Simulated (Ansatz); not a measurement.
**Mo: single-point calculation**

Mo (2 atoms in the cell), computed with DFT, LDA, PAW with Ansatz's default frozen-core files, scalar-relativistic, no spin polarisation (Ansatz 0.2.0).

It belongs to a series of runs on one base structure; here: bulk in the slab's orientation, PAW files.

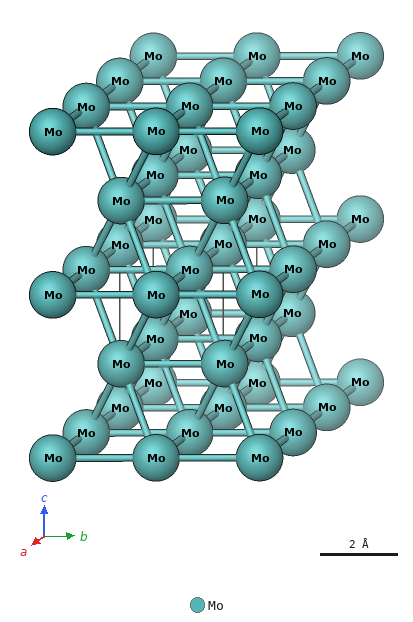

Fig. 1: The input geometry (ball-and-stick view of the cell of the calculation, repeated 3 × 2 × 2, seen slightly off an axis). An atom can appear more than once, as a periodic image.

Input file:
```yaml
crystal:
  lattice:
    - [-1.555562093, 1.555562093, 1.555562093]
    - [1.555562093, -1.555562093, 1.555562093]
    - [3.1111241859, 3.1111241859, 0.0]
  atoms:
    - { symbol: Mo, position: [0.0, 0.0, 0.0] }
    - { symbol: Mo, position: [0.5, 0.5, 0.5] }
kpoints:
  mp_grid: { grid: [13, 13, 8] }
scf:
  occupations: { method: fermi_dirac, width: 0.05 }
hamiltonian:
  xc: lda
  pseudopotentials: { kind: paw }
output:
  forces: true
  stress: true
  eigenvalues: true
  write_density: true
  write_potential: true
  elf: true
  volumetric_format: npy
```

Run on 2 threads of Arm Neoverse V1, 24 GiB of memory available, shared host.

Launch command:
```bash
ansatz run input.yaml --threads 2 --pin off --max-ram 4096MiB --backend cpu --events-out ev --progress --plain --runs-dir out
```

What the program printed:
```
Engine: ansatz 0.2.0, aarch64-unknown-linux-gnu
Pseudopotentials: kind: paw
Pseudopotential: Mo, paw, valence charge 14, recommended cutoff 420 eV (normal), Mo.paw.azcp
Functional definition: SPW92
  exchange = slater_x
  correlation = pw_c
Crystal: 2 atoms, lattice volume = 30.113 Å³
Basis set: ecut = 420 eV, 609 PW (Γ)
Bands: 18, of which v1, the nominal top of the filled ones, is band 14 counted from 1 (13 counted from 0)
Symmetry: 16 space group operations
Space group: Im-3m (ITA 229), of the structure as read, at distance tolerance 3.1e-5 Å
k-points: 245 of 1352
Non-local potential: Mo, projectors of the file, l = 0: 3, l = 1: 2, l = 2: 2, l = 3: 1
PAW form: soft (Blöchl's): semilocal exchange-correlation on the pseudo side does not see the compensation charge
PAW frozen core: Mo, regenerated for the run's functional, and the local potential with it (the file was generated under x = pbe(κ = 0.804, μ = 0.2195149727645171), c = pbe(β = 0.06672455060314922))
PAW one-centre angular grid: Mo, 590 points (default); XC on 64 Gauss nodes
Initial density: superposition of atomic densities (neutral atoms: chi_scale 0, normalization atom), corrected by the library's trained network
Initial wavefunctions: pseudopotential atomic-orbital guess
Functional: x = slater, c = lda
SCF iter   1: F=—  HF=-9685.733126 eV  |F-HF|=—  |Δ(HF+E_count)|=         —  Δρ=7.90e-3  dr2=4.56e-3  ethr=1.77e-3  ⟨swp⟩=5.3  Hψ=20198  notcnv=0
preconditioner: auto → none  [metal: Δε(μ)=0.014 eV  Ē_g=4.910 eV  σ=0.050 eV  W_gap=0.07  n_scr=6 (ndim 8)  ℏωp=23.4 eV  f_vac=0.000  D(μ)=1.05/eV (n_scr^D=6)  sad-step TF]
SCF iter   2: F=—  HF=-9685.731993 eV  |F-HF|=—  |Δ(HF+E_count)|=   1.13e-3  Δρ=4.39e-3  dr2=1.42e-3  ethr=1.63e-5  ⟨swp⟩=1.2  Hψ=6585  notcnv=0
SCF iter   3: F=—  HF=-9685.731652 eV  |F-HF|=—  |Δ(HF+E_count)|=   3.41e-4  Δρ=4.38e-4  dr2=4.70e-5  ethr=5.08e-6  ⟨swp⟩=1.9  Hψ=7349  notcnv=0
SCF iter   4: F=—  HF=-9685.731631 eV  |F-HF|=—  |Δ(HF+E_count)|=   2.13e-5  Δρ=1.19e-4  dr2=1.82e-6  ethr=1.68e-7  ⟨swp⟩=2.3  Hψ=7428  notcnv=0
SCF iter   5: F=—  HF=-9685.731631 eV  |F-HF|=—  |Δ(HF+E_count)|=   1.04e-7  Δρ=3.77e-5  dr2=2.57e-7  ethr=6.49e-9  ⟨swp⟩=2.0  Hψ=7784  notcnv=0
SCF iter   6: F=-9685.731631 eV  HF=-9685.731631 eV  |F-HF|=9.17e-9  |Δ(HF+E_count)|=   1.10e-7  Δρ=8.12e-6  dr2=1.07e-8  ethr=3.57e-10  ⟨swp⟩=7.1  Hψ=24401  notcnv=0
SCF 1 converged in 6 iterations: F = -9685.731631 eV  dr2 = 1.07e-8
  greatest PAW one-centre occupation: 0.999 electrons in one spin orbital (limit 2), on the Mo atom at site 1 (counted from 0), in its partial waves of l = 0
```

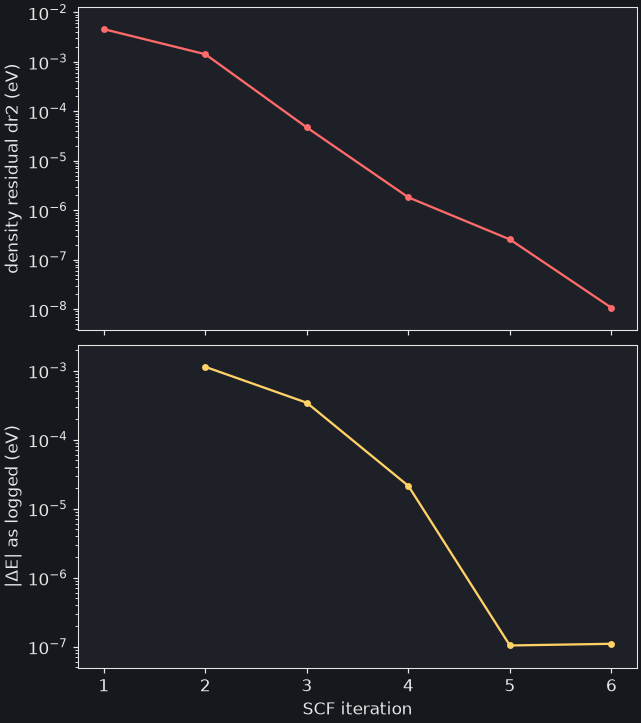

Fig. 2: Convergence of the self-consistent field: density residual dr2 and size of the energy change against the SCF iteration. The residual falls at every step.

```
SCF converged after 6 iterations
Free energy (F): -9685.731631 eV
Harris-Foulkes:  -9685.731631 eV  (|F-HF|=9.17e-9)
Internal energy: -9685.722545 eV  (E = F + TS)
E sigma→0 (E₀):  -9685.727088 eV
Entropy (-TS):   -0.009086 eV (-4.543 meV/atom)
Fermi energy:    21.815859 eV
--- Per-component energies (eV) ---
  E_band       = -91.286978
  E_kinetic    = 885.755723
  E_local      = -1524.568377  (includes V_loc(G=0)·N_el)
  E_nonlocal   = 295.727408
  E_hartree    = 502.988755
  E_xc         = -366.102757
  E_vxc        = -458.970319  (∫ρ·V_xc dr)
  E_paw        = -6179.051564  (= ΣΔE_a)
  E_vpaw       = -295.204832  (= ΣTr[D̂ρ^β])
  E_aug_tail   = 0.000064  (compensation charges beyond the density's cutoff)
  E_ewald      = -3301.417429
  E_core_change = 0.945632  (= ΣΔE_core)
  E_smearing   = -0.009086  (= −TS)
  E_closure    = 0.000000  (closes the sum)
  Σ components = -9685.731631   (vs F -9685.731631, Δ=0.00e0)
--- Forces (eV/Å), atoms counted from 1 ---
  atom   1  Mo     0.00000000     0.00000000     0.00000000
  atom   2  Mo     0.00000000     0.00000000    -0.00000000
  max |Σ_I F_I| component: 3.71e-29 eV/Å
--- Stress (GPa, compression-positive) ---
        0.138068       0.001749       0.000000
        0.001749       0.138068       0.000000
        0.000000       0.000000      -0.164826
  P = ⅓ Tr σ = 0.0371 GPa (0.371 kbar)
--- Band table (eV; the first three rows and the last of 245) ---
  k-point 0: bands = ["-39.4025", "-39.0923", "-14.2021", "-13.1221", "-12.6389", "-12.6237", "-12.6206", "-12.6149", "14.3873", "16.1911", "18.1583", "20.2994", "20.3053", "20.3094", "23.4450", "23.4463", "23.4997", "23.5600"]
  k-point 1: bands = ["-39.3910", "-39.1044", "-14.1457", "-13.1038", "-12.6800", "-12.6405", "-12.6382", "-12.6243", "14.5682", "16.2633", "18.2244", "20.1961", "20.2890", "20.4808", "22.9029", "23.2907", "23.4488", "23.6432"]
  k-point 2: bands = ["-39.3581", "-39.1388", "-13.9837", "-13.0513", "-12.8632", "-12.6968", "-12.6365", "-12.6258", "15.0743", "16.4410", "18.4176", "19.9152", "20.2131", "20.9863", "21.8471", "22.9829", "23.4555", "23.4652"]
  k-point 244: bands = ["-38.9890", "-38.9890", "-13.9500", "-13.9500", "-13.4150", "-13.4150", "-13.1847", "-13.1847", "17.1891", "17.1891", "18.2507", "18.2507", "20.9546", "20.9546", "22.0703", "22.0703", "26.1787", "26.1787"]
```

File rho_z.tsv:
```
# z_ang	rho[e/angstrom^3]
# format = ansatz-planar-average/11
# lattice	-1.555562093	1.555562093	1.555562093
# lattice	1.555562093	-1.555562093	1.555562093
# lattice	3.111124186	3.111124186	0.000000000
# sites	2
# site	42	0.000000000	0.000000000	0.000000000
# site	42	1.555562093	1.555562093	1.555562093
0.000000	1.650294e0
0.146660	1.586361e0
0.293320	1.393561e0
0.439979	1.099225e0
0.586639	7.850691e-1
0.733299	5.395808e-1
0.879959	3.995400e-1
1.026619	3.452789e-1
1.173278	3.452789e-1
1.319938	3.995400e-1
1.466598	5.395808e-1
1.613258	7.850691e-1
1.759918	1.099225e0
1.906577	1.393561e0
2.053237	1.586361e0
2.199897	1.650294e0
2.346557	1.586361e0
2.493217	1.393561e0
2.639876	1.099225e0
2.786536	7.850691e-1
2.933196	5.395808e-1
3.079856	3.995400e-1
3.226516	3.452789e-1
3.373175	3.452789e-1
3.519835	3.995400e-1
3.666495	5.395808e-1
3.813155	7.850691e-1
3.959815	1.099225e0
4.106474	1.393561e0
4.253134	1.586361e0
```

File v_z.tsv:
```
# z_ang	v_es[eV]	v_tot[eV]
# format = ansatz-planar-average/11
# xc	lda
# density_cutoff_ev	1680
# datasets	Mo=:simpson_from_first_knot:soft:shift=-1654400
# lattice	-1.555562093	1.555562093	1.555562093
# lattice	1.555562093	-1.555562093	1.555562093
# lattice	3.111124186	3.111124186	0.000000000
# sites	2
# site	42	0.000000000	0.000000000	0.000000000
# site	42	1.555562093	1.555562093	1.555562093
0.000000	-2.537671e0	-1.843699e1
0.146660	-1.588412e0	-1.731708e1
0.293320	1.099102e0	-1.411288e1
0.439979	5.082481e0	-9.308881e0
0.586639	9.695814e0	-3.716330e0
0.733299	1.409492e1	1.615995e0
0.879959	1.741573e1	5.643470e0
1.026619	1.911799e1	7.716853e0
1.173278	1.911799e1	7.716853e0
1.319938	1.741573e1	5.643470e0
1.466598	1.409492e1	1.615995e0
1.613258	9.695814e0	-3.716330e0
1.759918	5.082481e0	-9.308881e0
1.906577	1.099102e0	-1.411288e1
2.053237	-1.588412e0	-1.731708e1
2.199897	-2.537671e0	-1.843699e1
2.346557	-1.588412e0	-1.731708e1
2.493217	1.099102e0	-1.411288e1
2.639876	5.082481e0	-9.308881e0
2.786536	9.695814e0	-3.716330e0
2.933196	1.409492e1	1.615995e0
3.079856	1.741573e1	5.643470e0
3.226516	1.911799e1	7.716853e0
3.373175	1.911799e1	7.716853e0
3.519835	1.741573e1	5.643470e0
3.666495	1.409492e1	1.615995e0
3.813155	9.695814e0	-3.716330e0
3.959815	5.082481e0	-9.308881e0
4.106474	1.099102e0	-1.411288e1
4.253134	-1.588412e0	-1.731708e1
```

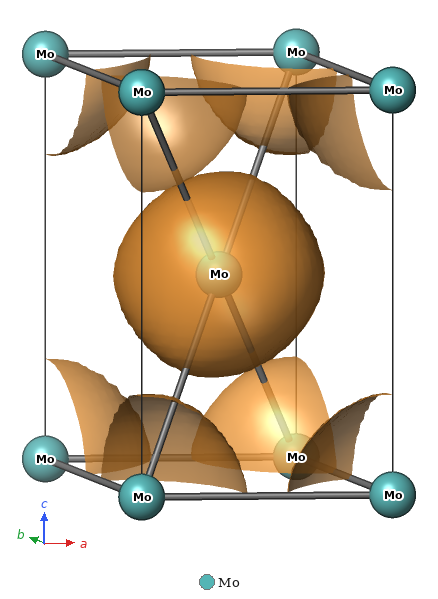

Fig. 3: Isosurface of the valence electron density at 0.5 e/Å³ (orange), seen slightly off an axis. Sticks mark near contacts. The outline is the calculation cell. At this value the density breaks into separate islands; it holds about 75 % of the electrons treated as valence (semicore included). It is pinched off along the Mo–Mo (2.69 Å) contacts. On the grid the lowest density along these lines, outside the cores, is 0.4 e/Å³ (Mo–Mo, 2.69 Å). In a PAW calculation such maps are meaningful between the atoms, not at the nuclei.

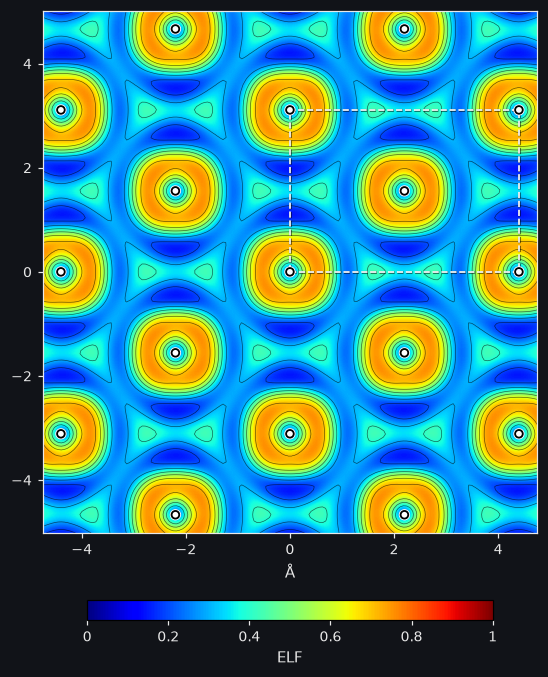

Fig. 4: Electron localisation function on the (11̄0) plane of the calculation cell. Circles mark the nuclei in the plane (Mo). Atoms in the plane: Mo. Mo–Mo (2.69 Å): the ELF is about 0.30 at the midpoint (no shared electron pair). The strong features right at Mo lie inside the PAW spheres (semicore, d or f shells) and say nothing about bonding.

Results in brief:

- outcome: converged
- space group (tolerance 0.01 Å): Im-3m (229)
- electrons treated: 28
- free energy: −9685.7316 eV
- Fermi energy: 21.816 eV
- pressure: 0.04 GPa
- largest force (length of the vector): under 0.001 eV/Å
- wall time: 4.7 s (CPU time 9 s)
- peak memory: 0.38 GiB
